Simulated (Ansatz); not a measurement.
# Run report: AlAs, geometry relaxation (part 2 of 3)

The same run, continued: AlAs (2 atoms in the cell); DFT, LDA, plane waves, PAW, no spin polarisation (Ansatz 0.2.0); cutoff 420 eV, 8×8×8 k-mesh, fixed occupations. The structure derives from an entry of the Crystallography Open Database. Some settings of this run were made unusual or wrong on purpose.

Geometry of the input (Å; fractional positions):
```
0.0000  2.2516  2.2516
2.2516  0.0000  2.2516
2.2516  2.2516  0.0000
Al 0.0000  0.0000  0.0000
As 0.7500  0.7500  0.7500
```

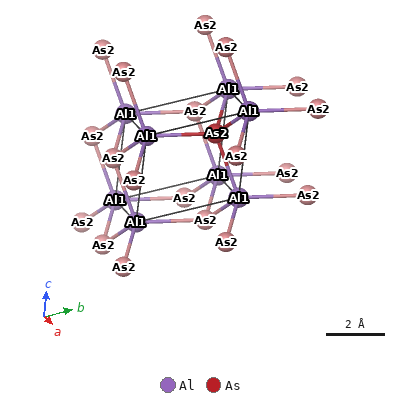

**Figure 1.** The geometry at step 12 of the log (ball-and-stick view of the cell of the calculation, seen slightly off an axis; neighbours outside the cell are drawn fainter; atoms are numbered from 1 in the order of the input).

Output, continued
```
SCF iter   1: F=—  HF=-5287.226999 eV  |F-HF|=—  |Δ(HF+E_count)|=         —  Δρ=3.63e-4  dr2=8.50e-5  ethr=5.03e-7  ⟨swp⟩=2.0  Hψ=2235  notcnv=0  defer=51
preconditioner: auto → none  [insulator: Δε(μ)=1.206 eV  Ē_g=10.345 eV  n_scr=14 (ndim 8)  ℏωp=16.3 eV  f_vac=0.000  ε∞_Penn≈3.5]
SCF iter   2: F=—  HF=-5287.226941 eV  |F-HF|=—  |Δ(HF+E_count)|=   5.79e-5  Δρ=1.65e-4  dr2=1.04e-5  ethr=4.72e-7  ⟨swp⟩=2.0  Hψ=638  notcnv=0  defer=52
SCF iter   3: F=—  HF=-5287.226937 eV  |F-HF|=—  |Δ(HF+E_count)|=   4.41e-6  Δρ=5.77e-5  dr2=1.24e-6  ethr=5.78e-8  ⟨swp⟩=2.3  Hψ=475  notcnv=0  defer=51
SCF iter   4: F=-5287.226936 eV  HF=-5287.226936 eV  |F-HF|=1.02e-8  |Δ(HF+E_count)|=   5.73e-7  Δρ=7.83e-6  dr2=2.04e-8  ethr=1.11e-9  ⟨swp⟩=7.9  Hψ=2195  notcnv=0
SCF 7 converged in 4 iterations: F = -5287.226936 eV  dr2 = 2.04e-8
relax step   7: F+E_penalty+E_count = -5287.22693648 eV  Δ(F+E_penalty+E_count) = -8.850e-4 eV  max|allowed force component| = 5.125e-17 eV/Å  Δτ_max = 0.0000 Å  P = +0.010 GPa  Ω = 41.619 Å³  energy of the carried Pulay correction = -7.780e-3 eV  (4 SCF iters, dr2 threshold 2.00e-7 eV, accepted)
Crystal: 2 atoms, lattice volume = 41.622 Å³
iter 1 solved again at ethr=1.50e-10 eV; its pass at ethr=3.10e-3 eV (dr2=2.70e-8 eV) is discarded
SCF iter   1: F=—  HF=-5287.226936 eV  |F-HF|=—  |Δ(HF+E_count)|=         —  Δρ=8.03e-6  dr2=2.85e-8  ethr=1.50e-10  ⟨swp⟩=2.4  Hψ=2107  notcnv=0
preconditioner: auto → none  [insulator: Δε(μ)=1.200 eV  Ē_g=10.342 eV  n_scr=14 (ndim 8)  ℏωp=16.3 eV  f_vac=0.000  ε∞_Penn≈3.5]
SCF iter   2: F=—  HF=-5287.226936 eV  |F-HF|=—  |Δ(HF+E_count)|=   1.19e-8  Δρ=2.84e-6  dr2=3.05e-9  ethr=1.50e-10  ⟨swp⟩=2.4  Hψ=634  notcnv=0
SCF iter   3: F=-5287.226936 eV  HF=-5287.226936 eV  |F-HF|=1.36e-10  |Δ(HF+E_count)|=   1.06e-9  Δρ=7.89e-7  dr2=2.21e-10  ethr=1.45e-12  ⟨swp⟩=3.4  Hψ=1671  notcnv=0
SCF 8 converged in 3 iterations: F = -5287.226936 eV  dr2 = 2.21e-10
relax step   8: F+E_penalty+E_count = -5287.22693566 eV  Δ(F+E_penalty+E_count) = +8.212e-7 eV  max|allowed force component| = 2.841e-17 eV/Å  Δτ_max = 0.0000 Å  P = +0.000 GPa  Ω = 41.622 Å³  energy of the carried Pulay correction = -7.781e-3 eV  (3 SCF iters, dr2 threshold 2.62e-10 eV, accepted)
Initial wavefunctions: pseudopotential atomic-orbital guess (no wavefunctions were taken with the density)
iter 1 solved again at ethr=1.57e-6 eV; its pass at ethr=3.10e-3 eV (dr2=2.82e-4 eV) is discarded
SCF iter   1: F=—  HF=-5287.444820 eV  |F-HF|=—  |Δ(HF+E_count)|=         —  Δρ=1.95e-3  dr2=3.10e-4  ethr=1.57e-6  ⟨swp⟩=2.7  Hψ=2772  notcnv=0  defer=51
preconditioner: auto → none  [insulator: Δε(μ)=1.200 eV  Ē_g=10.322 eV  n_scr=14 (ndim 8)  ℏωp=16.3 eV  f_vac=0.000  ε∞_Penn≈3.5]
SCF iter   2: F=—  HF=-5287.437549 eV  |F-HF|=—  |Δ(HF+E_count)|=   7.27e-3  Δρ=1.51e-3  dr2=6.42e-4  ethr=1.57e-6  ⟨swp⟩=3.0  Hψ=903  notcnv=0  defer=52
SCF iter   3: F=—  HF=-5287.437366 eV  |F-HF|=—  |Δ(HF+E_count)|=   1.83e-4  Δρ=6.72e-4  dr2=5.99e-5  ethr=1.57e-6  ⟨swp⟩=2.0  Hψ=557  notcnv=0  defer=52
SCF iter   4: F=—  HF=-5287.437353 eV  |F-HF|=—  |Δ(HF+E_count)|=   1.39e-5  Δρ=2.03e-4  dr2=4.80e-6  ethr=3.33e-7  ⟨swp⟩=2.0  Hψ=532  notcnv=0  defer=8
SCF iter   5: F=—  HF=-5287.437353 eV  |F-HF|=—  |Δ(HF+E_count)|=   5.97e-7  Δρ=6.95e-6  dr2=8.82e-9  ethr=2.67e-8  ⟨swp⟩=1.0  Hψ=377  notcnv=0
SCF iter   6: F=—  HF=-5287.437353 eV  |F-HF|=—  |Δ(HF+E_count)|=   2.50e-7  Δρ=1.14e-6  dr2=2.01e-10  ethr=4.90e-11  ⟨swp⟩=2.1  Hψ=517  notcnv=0
SCF iter   7: F=—  HF=-5287.437353 eV  |F-HF|=—  |Δ(HF+E_count)|=  7.82e-11  Δρ=1.10e-7  dr2=5.59e-12  ethr=1.12e-12  ⟨swp⟩=2.4  Hψ=618  notcnv=0
SCF iter   8: F=-5287.437353 eV  HF=-5287.437353 eV  |F-HF|=9.09e-13  |Δ(HF+E_count)|=  1.82e-12  Δρ=1.30e-8  dr2=9.10e-14  ethr=1.00e-12  ⟨swp⟩=5.0  Hψ=1354  notcnv=0
SCF 9 converged in 8 iterations: F = -5287.437353 eV  dr2 = 9.10e-14
relax step   9: F+E_penalty+E_count = -5287.43735285 eV  Δ(F+E_penalty+E_count) = -2.104e-1 eV  max|allowed force component| = 4.183e-17 eV/Å  Δτ_max = 0.0000 Å  P = +6.027 GPa  Ω = 41.622 Å³  stress off target by 6.03e0 GPa  SCF on the basis re-selected at this cell (its energy is not comparable with the rows above)  (8 SCF iters)
basis re-selected at this cell: Δ(F+E_penalty+E_count) = -2.104e-1 eV, ΔP = +6.027 GPa vs the last step (what re-selecting the basis moved, of the pressure what is left beyond the Pulay correction that the steps carried, after the strain that the cell walked since its last selection, with what the two solves' SCF thresholds leave and, on support functions, any second-order correction that the steps lacked; it is no measure of the basis error at this ecutwfc). The dense FFT grid was sized anew with the basis: this SCF ran on 27×27×27 points, the steps before it on 24×24×24, so part of this shift can come from that change (see relax.cell in the input reference). This SCF's stress stands 6.03e0 GPa from its target on what of the cell is left free (relax.cell.stress_tol is 1.00e-2 GPa) and its largest allowed force component is 4.18e-17 eV/Å (relax.f_tol is 1.00e-3 eV/Å): not within both, so this SCF does not close the relaxation
Crystal: 2 atoms, lattice volume = 43.596 Å³
iter 1 solved again at ethr=2.19e-5 eV; its pass at ethr=3.10e-3 eV (dr2=3.94e-3 eV) is discarded
SCF iter   1: F=—  HF=-5287.485513 eV  |F-HF|=—  |Δ(HF+E_count)|=         —  Δρ=2.40e-3  dr2=3.91e-3  ethr=2.19e-5  ⟨swp⟩=1.7  Hψ=2329  notcnv=0  defer=48
preconditioner: auto → none  [insulator: Δε(μ)=1.247 eV  Ē_g=10.055 eV  n_scr=14 (ndim 8)  ℏωp=15.9 eV  f_vac=0.005  ε∞_Penn≈3.5]
SCF iter   2: F=—  HF=-5287.484097 eV  |F-HF|=—  |Δ(HF+E_count)|=   1.42e-3  Δρ=9.27e-4  dr2=4.00e-4  ethr=2.17e-5  ⟨swp⟩=2.0  Hψ=520  notcnv=0  defer=52
SCF iter   3: F=—  HF=-5287.483942 eV  |F-HF|=—  |Δ(HF+E_count)|=   1.55e-4  Δρ=2.21e-4  dr2=3.07e-5  ethr=2.22e-6  ⟨swp⟩=2.2  Hψ=685  notcnv=0  defer=52
SCF iter   4: F=—  HF=-5287.483925 eV  |F-HF|=—  |Δ(HF+E_count)|=   1.72e-5  Δρ=7.49e-5  dr2=1.56e-6  ethr=1.70e-7  ⟨swp⟩=2.0  Hψ=636  notcnv=0
SCF iter   5: F=-5287.483925 eV  HF=-5287.483925 eV  |F-HF|=2.34e-9  |Δ(HF+E_count)|=   3.64e-7  Δρ=7.42e-6  dr2=1.38e-8  ethr=1.11e-9  ⟨swp⟩=6.1  Hψ=2115  notcnv=0
SCF 10 converged in 5 iterations: F = -5287.483925 eV  dr2 = 1.38e-8
relax step  10: F+E_penalty+E_count = -5287.48392450 eV  Δ(F+E_penalty+E_count) = -4.657e-2 eV  max|allowed force component| = 2.855e-17 eV/Å  Δτ_max = 0.0000 Å  P = +1.797 GPa  Ω = 43.596 Å³  energy of the carried Pulay correction = -6.333e-4 eV  (5 SCF iters, dr2 threshold 2.00e-7 eV, accepted)
Crystal: 2 atoms, lattice volume = 44.986 Å³
Basis set: ecut = 420 eV, 893 PW (Γ)
iter 1 solved again at ethr=9.66e-6 eV; its pass at ethr=3.10e-3 eV (dr2=1.74e-3 eV) is discarded
SCF iter   1: F=—  HF=-5287.488702 eV  |F-HF|=—  |Δ(HF+E_count)|=         —  Δρ=1.55e-3  dr2=1.73e-3  ethr=9.66e-6  ⟨swp⟩=2.0  Hψ=2436  notcnv=0  defer=52
preconditioner: auto → none  [insulator: Δε(μ)=1.313 eV  Ē_g=9.894 eV  n_scr=14 (ndim 8)  ℏωp=15.7 eV  f_vac=0.005  ε∞_Penn≈3.5]
SCF iter   2: F=—  HF=-5287.488091 eV  |F-HF|=—  |Δ(HF+E_count)|=   6.11e-4  Δρ=6.04e-4  dr2=1.78e-4  ethr=9.59e-6  ⟨swp⟩=2.1  Hψ=530  notcnv=0  defer=52
SCF iter   3: F=—  HF=-5287.488025 eV  |F-HF|=—  |Δ(HF+E_count)|=   6.57e-5  Δρ=1.50e-4  dr2=1.46e-5  ethr=9.86e-7  ⟨swp⟩=2.2  Hψ=687  notcnv=0  defer=50
SCF iter   4: F=—  HF=-5287.488018 eV  |F-HF|=—  |Δ(HF+E_count)|=   7.33e-6  Δρ=5.00e-5  dr2=7.22e-7  ethr=8.10e-8  ⟨swp⟩=2.0  Hψ=636  notcnv=0  defer=50
SCF iter   5: F=-5287.488018 eV  HF=-5287.488018 eV  |F-HF|=2.20e-9  |Δ(HF+E_count)|=   1.57e-7  Δρ=4.53e-6  dr2=5.68e-9  ethr=1.11e-9  ⟨swp⟩=7.1  Hψ=2248  notcnv=0
SCF 11 converged in 5 iterations: F = -5287.488018 eV  dr2 = 5.68e-9
relax step  11: F+E_penalty+E_count = -5287.48801782 eV  Δ(F+E_penalty+E_count) = -4.093e-3 eV  max|allowed force component| = 3.802e-17 eV/Å  Δτ_max = 0.0000 Å  P = -0.637 GPa  Ω = 44.986 Å³  energy of the carried Pulay correction = -1.279e-3 eV  (5 SCF iters, dr2 threshold 2.00e-7 eV, accepted)
Crystal: 2 atoms, lattice volume = 44.614 Å³
iter 1 solved again at ethr=6.82e-7 eV; its pass at ethr=3.10e-3 eV (dr2=1.23e-4 eV) is discarded
SCF iter   1: F=—  HF=-5287.489030 eV  |F-HF|=—  |Δ(HF+E_count)|=         —  Δρ=4.07e-4  dr2=1.17e-4  ethr=6.82e-7  ⟨swp⟩=2.0  Hψ=2232  notcnv=0  defer=51
preconditioner: auto → none  [insulator: Δε(μ)=1.331 eV  Ē_g=9.952 eV  n_scr=14 (ndim 8)  ℏωp=15.7 eV  f_vac=0.001  ε∞_Penn≈3.5]
SCF iter   2: F=—  HF=-5287.488988 eV  |F-HF|=—  |Δ(HF+E_count)|=   4.19e-5  Δρ=1.56e-4  dr2=1.17e-5  ethr=6.47e-7  ⟨swp⟩=2.2  Hψ=474  notcnv=0  defer=53
SCF iter   3: F=—  HF=-5287.488984 eV  |F-HF|=—  |Δ(HF+E_count)|=   4.51e-6  Δρ=3.87e-5  dr2=9.55e-7  ethr=6.50e-8  ⟨swp⟩=2.4  Hψ=627  notcnv=0  defer=51
SCF iter   4: F=-5287.488983 eV  HF=-5287.488983 eV  |F-HF|=1.53e-8  |Δ(HF+E_count)|=   4.70e-7  Δρ=1.26e-5  dr2=4.61e-8  ethr=1.11e-9  ⟨swp⟩=7.9  Hψ=2375  notcnv=0
SCF 12 converged in 4 iterations: F = -5287.488983 eV  dr2 = 4.61e-8
relax step  12: F+E_penalty+E_count = -5287.48898313 eV  Δ(F+E_penalty+E_count) = -9.653e-4 eV  max|allowed force component| = 3.104e-17 eV/Å  Δτ_max = 0.0000 Å  P = -0.024 GPa  Ω = 44.614 Å³  energy of the carried Pulay correction = -1.087e-3 eV  (4 SCF iters, dr2 threshold 2.00e-7 eV, accepted)
Crystal: 2 atoms, lattice volume = 44.599 Å³
iter 1 solved again at ethr=1.29e-9 eV; its pass at ethr=3.10e-3 eV (dr2=2.33e-7 eV) is discarded
SCF iter   1: F=—  HF=-5287.488991 eV  |F-HF|=—  |Δ(HF+E_count)|=         —  Δρ=2.18e-5  dr2=2.30e-7  ethr=1.29e-9  ⟨swp⟩=2.0  Hψ=2168  notcnv=0
preconditioner: auto → none  [insulator: Δε(μ)=1.324 eV  Ē_g=9.951 eV  n_scr=14 (ndim 8)  ℏωp=15.7 eV  f_vac=0.001  ε∞_Penn≈3.5]
SCF iter   2: F=—  HF=-5287.488991 eV  |F-HF|=—  |Δ(HF+E_count)|=   6.34e-8  Δρ=1.06e-5  dr2=4.09e-8  ethr=1.28e-9  ⟨swp⟩=1.0  Hψ=377  notcnv=0
SCF iter   3: F=—  HF=-5287.488991 eV  |F-HF|=—  |Δ(HF+E_count)|=   9.18e-9  Δρ=1.79e-6  dr2=2.14e-9  ethr=2.27e-10  ⟨swp⟩=2.6  Hψ=639  notcnv=0
SCF iter   4: F=-5287.488991 eV  HF=-5287.488991 eV  |F-HF|=5.28e-11  |Δ(HF+E_count)|=   1.27e-9  Δρ=6.42e-7  dr2=1.28e-10  ethr=8.08e-12  ⟨swp⟩=6.2  Hψ=1965  notcnv=0
SCF 13 converged in 4 iterations: F = -5287.488991 eV  dr2 = 1.28e-10
relax step  13: F+E_penalty+E_count = -5287.48899141 eV  Δ(F+E_penalty+E_count) = -8.284e-6 eV  max|allowed force component| = 2.458e-17 eV/Å  Δτ_max = 0.0000 Å  P = +0.000 GPa  Ω = 44.599 Å³  energy of the carried Pulay correction = -1.080e-3 eV  (4 SCF iters, dr2 threshold 1.45e-9 eV, accepted)
iter 1 solved again at ethr=7.10e-8 eV; its pass at ethr=3.10e-3 eV (dr2=1.28e-5 eV) is discarded
SCF iter   1: F=—  HF=-5287.489958 eV  |F-HF|=—  |Δ(HF+E_count)|=         —  Δρ=7.20e-5  dr2=2.60e-7  ethr=7.10e-8  ⟨swp⟩=2.3  Hψ=2885  notcnv=0  defer=51
SCF iter   2: F=—  HF=-5287.489959 eV  |F-HF|=—  |Δ(HF+E_count)|=   1.17e-6  Δρ=3.86e-5  dr2=1.22e-7  ethr=1.44e-9  ⟨swp⟩=2.0  Hψ=635  notcnv=0  defer=19
SCF iter   3: F=—  HF=-5287.489960 eV  |F-HF|=—  |Δ(HF+E_count)|=   2.52e-7  Δρ=1.29e-5  dr2=1.34e-8  ethr=6.79e-10  ⟨swp⟩=2.0  Hψ=482  notcnv=0  defer=18
SCF iter   4: F=—  HF=-5287.489960 eV  |F-HF|=—  |Δ(HF+E_count)|=   2.89e-8  Δρ=2.14e-6  dr2=4.00e-10  ethr=7.44e-11  ⟨swp⟩=2.0  Hψ=636  notcnv=0  defer=18
SCF iter   5: F=—  HF=-5287.489960 eV  |F-HF|=—  |Δ(HF+E_count)|=  8.80e-10  Δρ=2.52e-7  dr2=7.69e-12  ethr=2.22e-12  ⟨swp⟩=2.5  Hψ=495  notcnv=0  defer=18
SCF iter   6: F=-5287.489960 eV  HF=-5287.489960 eV  |F-HF|=0.00e0  |Δ(HF+E_count)|=  8.19e-12  Δρ=3.61e-8  dr2=1.77e-13  ethr=1.00e-12  ⟨swp⟩=7.3  Hψ=1991  notcnv=0
SCF 14 converged in 6 iterations: F = -5287.489960 eV  dr2 = 1.77e-13
relax step  14: F+E_penalty+E_count = -5287.48995976 eV  Δ(F+E_penalty+E_count) = -9.683e-4 eV  max|allowed force component| = 1.572e-17 eV/Å  Δτ_max = 0.0000 Å  P = -0.013 GPa  Ω = 44.599 Å³  stress off target by 1.27e-2 GPa  SCF on the basis re-selected at this cell (its energy is not comparable with the rows above)  (6 SCF iters)
basis re-selected at this cell: Δ(F+E_penalty+E_count) = -9.683e-4 eV, ΔP = -0.013 GPa vs the last step (what re-selecting the basis moved, of the pressure what is left beyond the Pulay correction that the steps carried, after the strain that the cell walked since its last selection, with what the two solves' SCF thresholds leave and, on support functions, any second-order correction that the steps lacked; it is no measure of the basis error at this ecutwfc). This SCF's stress stands 1.27e-2 GPa from its target on what of the cell is left free (relax.cell.stress_tol is 1.00e-2 GPa) and its largest allowed force component is 1.57e-17 eV/Å (relax.f_tol is 1.00e-3 eV/Å): not within both, so this SCF does not close the relaxation
Crystal: 2 atoms, lattice volume = 44.592 Å³
iter 1 solved again at ethr=2.86e-10 eV; its pass at ethr=3.10e-3 eV (dr2=5.16e-8 eV) is discarded
SCF iter   1: F=—  HF=-5287.489962 eV  |F-HF|=—  |Δ(HF+E_count)|=         —  Δρ=8.34e-6  dr2=4.88e-8  ethr=2.86e-10  ⟨swp⟩=2.2  Hψ=2147  notcnv=0
preconditioner: auto → none  [insulator: Δε(μ)=1.324 eV  Ē_g=9.952 eV  n_scr=14 (ndim 8)  ℏωp=15.7 eV  f_vac=0.001  ε∞_Penn≈3.5]
SCF iter   2: F=—  HF=-5287.489962 eV  |F-HF|=—  |Δ(HF+E_count)|=   1.75e-8  Δρ=3.23e-6  dr2=4.95e-9  ethr=2.71e-10  ⟨swp⟩=2.1  Hψ=464  notcnv=0
SCF iter   3: F=—  HF=-5287.489962 eV  |F-HF|=—  |Δ(HF+E_count)|=   1.94e-9  Δρ=8.05e-7  dr2=4.39e-10  ethr=2.75e-11  ⟨swp⟩=2.2  Hψ=629  notcnv=0
SCF iter   4: F=-5287.489962 eV  HF=-5287.489962 eV  |F-HF|=7.28e-12  |Δ(HF+E_count)|=  2.31e-10  Δρ=2.59e-7  dr2=1.86e-11  ethr=2.24e-12  ⟨swp⟩=4.1  Hψ=1171  notcnv=0
SCF 15 converged in 4 iterations: F = -5287.489962 eV  dr2 = 1.86e-11
relax step  15: F+E_penalty+E_count = -5287.48996167 eV  Δ(F+E_penalty+E_count) = -1.913e-6 eV  max|allowed force component| = 4.286e-17 eV/Å  Δτ_max = 0.0000 Å  P = +0.000 GPa  Ω = 44.592 Å³  energy of the carried Pulay correction = +1.616e-6 eV  (4 SCF iters, dr2 threshold 4.03e-10 eV, accepted)
iter 1 solved again at ethr=6.07e-8 eV; its pass at ethr=3.10e-3 eV (dr2=1.09e-5 eV) is discarded
SCF iter   1: F=—  HF=-5287.489961 eV  |F-HF|=—  |Δ(HF+E_count)|=         —  Δρ=5.10e-7  dr2=1.24e-10  ethr=6.07e-8  ⟨swp⟩=2.3  Hψ=2883  notcnv=0  defer=51
eigensolver tolerance schedule: the retry pair's looser diagonalisation over-reported the residual by 87878.43 of it (diagonalisation noise at an unbounded share of the residual, at the tolerance the schedule requests for it); recorded, not acted on — ethr = c·dr2/N_el stays at c = 1.0e-1
preconditioner: auto → none  [insulator: Δε(μ)=1.323 eV  Ē_g=9.952 eV  n_scr=14 (ndim 8)  ℏωp=15.7 eV  f_vac=0.001  ε∞_Penn≈3.5]
SCF iter   2: F=—  HF=-5287.489962 eV  |F-HF|=—  |Δ(HF+E_count)|=   9.72e-7  Δρ=4.59e-7  dr2=1.03e-10  ethr=6.90e-13 (applied; sched 1.00e-12)  ⟨swp⟩=3.1  Hψ=764  notcnv=0  defer=18
SCF iter   3: F=—  HF=-5287.489962 eV  |F-HF|=—  |Δ(HF+E_count)|=  3.09e-11  Δρ=2.68e-7  dr2=2.61e-11  ethr=5.70e-13 (applied; sched 1.00e-12)  ⟨swp⟩=2.0  Hψ=481  notcnv=0  defer=18
SCF iter   4: F=—  HF=-5287.489962 eV  |F-HF|=—  |Δ(HF+E_count)|=  8.19e-12  Δρ=3.46e-8  dr2=3.82e-13  ethr=1.00e-12  ⟨swp⟩=6.2  Hψ=2213  notcnv=0
SCF iter   5: F=—  HF=-5287.489962 eV  |F-HF|=—  |Δ(HF+E_count)|=  9.09e-13  Δρ=4.60e-8  dr2=1.01e-12  ethr=1.00e-12  ⟨swp⟩=4.6  Hψ=1292  notcnv=0
SCF iter   6: F=-5287.489962 eV  HF=-5287.489962 eV  |F-HF|=9.09e-13  |Δ(HF+E_count)|=  1.82e-12  Δρ=2.88e-8  dr2=3.68e-13  ethr=1.00e-12  ⟨swp⟩=3.0  Hψ=1259  notcnv=0
SCF 16 converged in 6 iterations: F = -5287.489962 eV  dr2 = 3.68e-13
relax step  16: F+E_penalty+E_count = -5287.48996167 eV  Δ(F+E_penalty+E_count) = -4.547e-12 eV  max|allowed force component| = 3.806e-17 eV/Å  Δτ_max = 0.0000 Å  P = +0.000 GPa  Ω = 44.592 Å³  stress off target by 6.96e-5 GPa  SCF on the basis re-selected at this cell (its energy is not comparable with the rows above)  (6 SCF iters)
```
